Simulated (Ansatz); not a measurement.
TaSi$_{2}$

```
CELL_PARAMETERS angstrom
5.91497 0.00000 0.00000
0.00000 0.00000 -5.91497
0.00000 5.91497 0.00000
ATOMIC_POSITIONS crystal
Ta 0.75000 0.75000 0.25000
Ta 0.25000 0.75000 0.75000
Ta 0.25000 0.25000 0.25000
Ta 0.75000 0.25000 0.75000
Si 0.25000 0.75000 0.25000
Si 0.75000 0.75000 0.75000
Si 0.75000 0.25000 0.25000
Si 0.25000 0.25000 0.75000
Si 0.00000 0.50000 0.00000
Si 0.50000 0.50000 0.50000
Si 0.50000 0.00000 0.00000
Si 0.00000 0.00000 0.50000
```

Space group F-43m; a structure generated by program, which may or may not match a known phase; computed without spin polarisation.

All numbers below come from DFT PBE, scalar-relativistic, plane waves, PAW in Ansatz.

In a PAW calculation such maps are meaningful between the atoms, not at the nuclei.

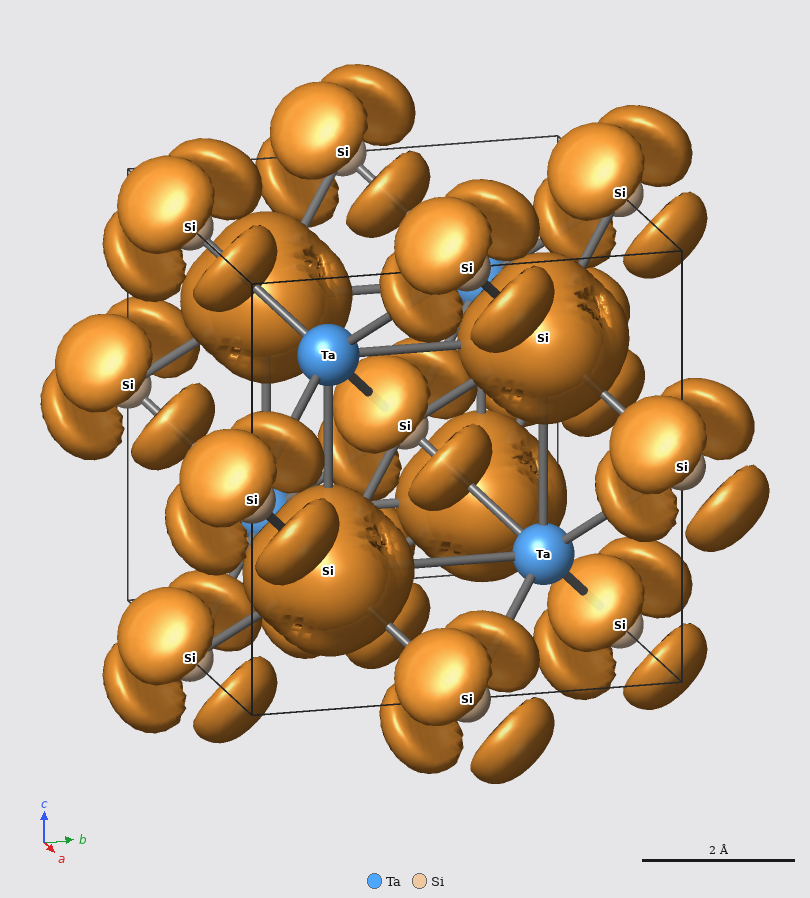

Figure 1. Isosurface of the electron localisation function at 0.65 (orange), seen slightly off an axis. Core shells and regions of very low density are left out. Sticks mark near contacts.

**Where are the electrons localised?**

At this value the surface marks out 16 lobes of the valence shell of Si pointing towards Ta (polar bonds) and four regions wrapped around Si (the valence shell of each), counted in one cell of 12 atoms. Regions shared between cells count once.


Si–Si (2.56 Å): the ELF peaks at about 0.70 between the atoms. Ta–Si (2.56 Å): the ELF peaks at about 0.80 in the valence shell of Si, 0.9 Å from its nucleus, and is about 0.55 at the midpoint.

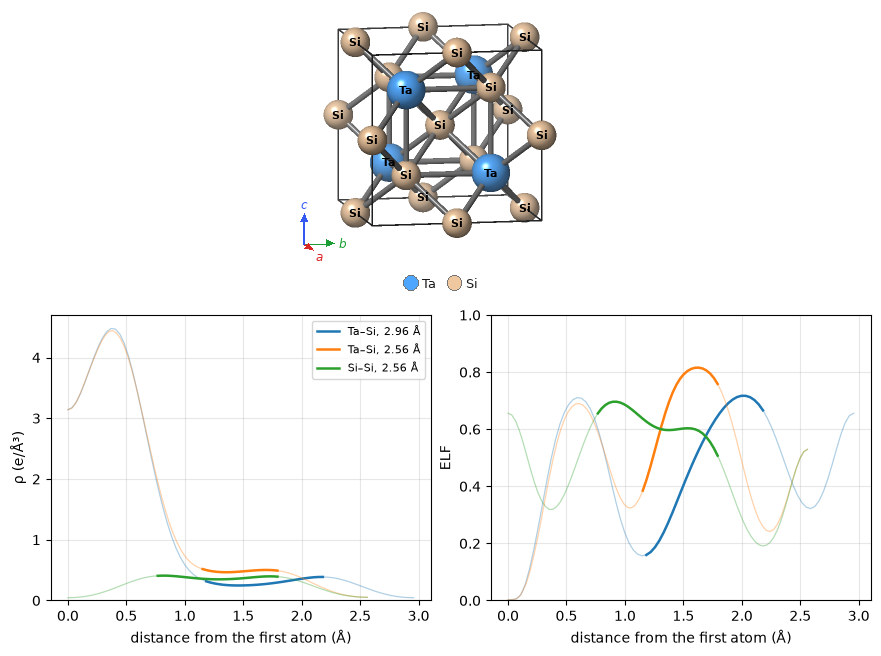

Figure 2. Valence pseudo-density and ELF along straight lines between neighbouring atoms. Thin, pale parts lie inside the atomic spheres. The structure is drawn too.

**Compare the contacts.**

Ta–Si (2.96 Å): ρ at the midpoint is about 0.25 e/Å³; the ELF peaks at about 0.70 in the valence shell of Si, 1.0 Å from its nucleus, and is about 0.40 at the midpoint.
Ta–Si (2.56 Å): ρ is about 0.47 e/Å³ halfway; the ELF peaks at about 0.80 in the valence shell of Si, 0.9 Å from its nucleus, and is about 0.55 at the midpoint.
Si–Si (2.56 Å): ρ is about 0.35 e/Å³ halfway; the ELF peaks at about 0.70 between the atoms.

**Which way does charge flow, and how much by Bader's partition?**

Electrons move from Ta towards Si. Bader charges: Ta +0.77 and Si −0.61 to −0.16 e.

**Does the calculation make it a metal, or give it a gap?**

It is metallic or semimetallic at this level of theory: no gap opens.
